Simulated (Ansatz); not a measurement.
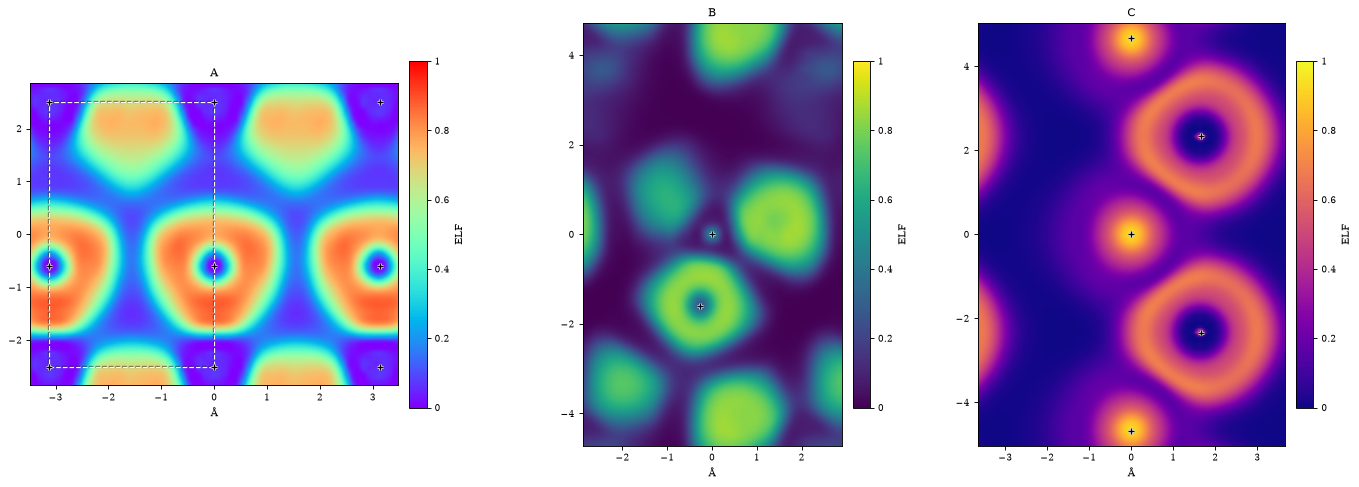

The electron localisation function of 3 systems, each on a plane through atoms (crosses mark nuclei in the plane).

All numbers below come from Ansatz, DFT PBE, scalar-relativistic, plane waves, PAW.

System 1: CdTe, the (101) plane of the conventional cell. Space group F-43m.

```yaml
crystal:
  lattice:
    - [6.61737, 0.00000, 0.00000]
    - [0.00000, 0.00000, -6.61737]
    - [0.00000, 6.61737, 0.00000]
  atoms:
    - { symbol: Cd, position: [0.50000, 0.50000, 0.00000] }
    - { symbol: Cd, position: [0.00000, 0.50000, 0.50000] }
    - { symbol: Cd, position: [0.00000, 0.00000, 0.00000] }
    - { symbol: Cd, position: [0.50000, 0.00000, 0.50000] }
    - { symbol: Te, position: [0.25000, 0.75000, 0.25000] }
    - { symbol: Te, position: [0.75000, 0.75000, 0.75000] }
    - { symbol: Te, position: [0.75000, 0.25000, 0.25000] }
    - { symbol: Te, position: [0.25000, 0.25000, 0.75000] }
```

System 2: AlN, the (100) plane of the conventional cell. Space group P6₃mc.

```cif
data_structure
_symmetry_space_group_name_H-M 'P 1'
_symmetry_Int_Tables_number 1
_cell_length_a 3.1302
_cell_length_b 3.1302
_cell_length_c 5.0180
_cell_angle_alpha 90.000
_cell_angle_beta 90.000
_cell_angle_gamma 120.000
_cell_volume 42.58
loop_
_atom_site_label
_atom_site_type_symbol
_atom_site_fract_x
_atom_site_fract_y
_atom_site_fract_z
_atom_site_occupancy
Al1 Al 0.33333 0.66667 0.99923 1
Al2 Al 0.66667 0.33333 0.49923 1
N1 N 0.33333 0.66667 0.38077 1
N2 N 0.66667 0.33333 0.88077 1
```

System 3: SiO2, the (011) plane of the conventional cell. Space group P4₁2₁2.

```yaml
crystal:
  lattice:
    - [5.08370, 0.00000, 0.00000]
    - [0.00000, 5.08370, 0.00000]
    - [0.00000, 0.00000, 7.10088]
  atoms:
    - { symbol: Si, position: [0.29386, 0.29386, 0.00000] }
    - { symbol: Si, position: [0.20614, 0.79386, 0.25000] }
    - { symbol: Si, position: [0.70614, 0.70614, 0.50000] }
    - { symbol: Si, position: [0.79386, 0.20614, 0.75000] }
    - { symbol: O, position: [0.24118, 0.09345, 0.17423] }
    - { symbol: O, position: [0.40655, 0.74118, 0.42423] }
    - { symbol: O, position: [0.75882, 0.90655, 0.67423] }
    - { symbol: O, position: [0.59345, 0.25882, 0.92423] }
    - { symbol: O, position: [0.74118, 0.40655, 0.57577] }
    - { symbol: O, position: [0.90655, 0.75882, 0.32577] }
    - { symbol: O, position: [0.25882, 0.59345, 0.07577] }
    - { symbol: O, position: [0.09345, 0.24118, 0.82577] }
```

Match each panel to its system.

Panel A is system 2, AlN: the plane holds Al and N. Al–N (1.91 Å): the ELF peaks at about 0.90 in the valence shell of N, 0.7 Å from its nucleus, and is about 0.85 at the midpoint. Panel B is system 3, SiO2: the plane holds Si and O. Si–O (1.62 Å): the ELF peaks at about 0.85 between the atoms, as expected for a polar covalent bond. Panel C is system 1, CdTe: the plane holds Cd and Te. Cd–Te (2.87 Å): the ELF is about 0.50 at the midpoint and 0.15 at its lowest between the atoms.
